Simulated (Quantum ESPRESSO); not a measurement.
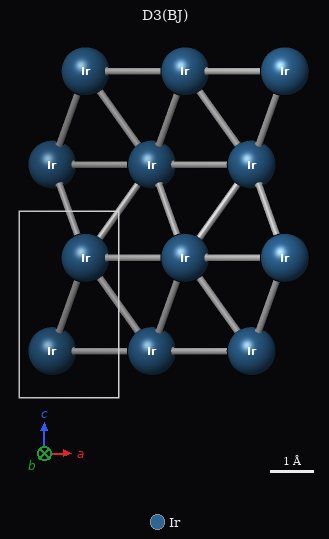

Crystalline Ir (set up in P6_3/mmc), relaxed (cell and atoms) with several dispersion corrections. The picture shows the result with D3(BJ). A ball-and-stick model of the cell of the calculation, repeated 3 × 1 × 2 with one cell outlined, seen along the b axis.

Computed with Quantum ESPRESSO 7.5: PBEsol, GBRV 1.5 PBEsol. Set-up: plane-wave cutoff 612.3 eV; k-point mesh 11 × 11 × 6; occupations fermi-dirac; smearing width 0.05 eV; optimiser LBFGS; no spin polarisation.

| dispersion correction | volume (Å³/atom) | a (Å) | c (Å) |
| --- | --- | --- | --- |
| D4 | ? | ? | ? |
| D3(BJ) | 13.905 | 2.706 | 4.386 |
| D3 | 13.910 | 2.706 | 4.387 |
| none | 14.119 | 2.720 | 4.408 |

Fill in the missing row.

Answer. With D4 the volume falls between D3 (13.910) and none (14.119). The calculation gives 13.923 Å³/atom (a = 2.707 Å, c = 4.388 Å). In order of volume: D3(BJ) ≈ D3 < D4 < none; the spread is 1.5 %.

Each member starts from this one structure; whether another phase lies lower wasn't checked.
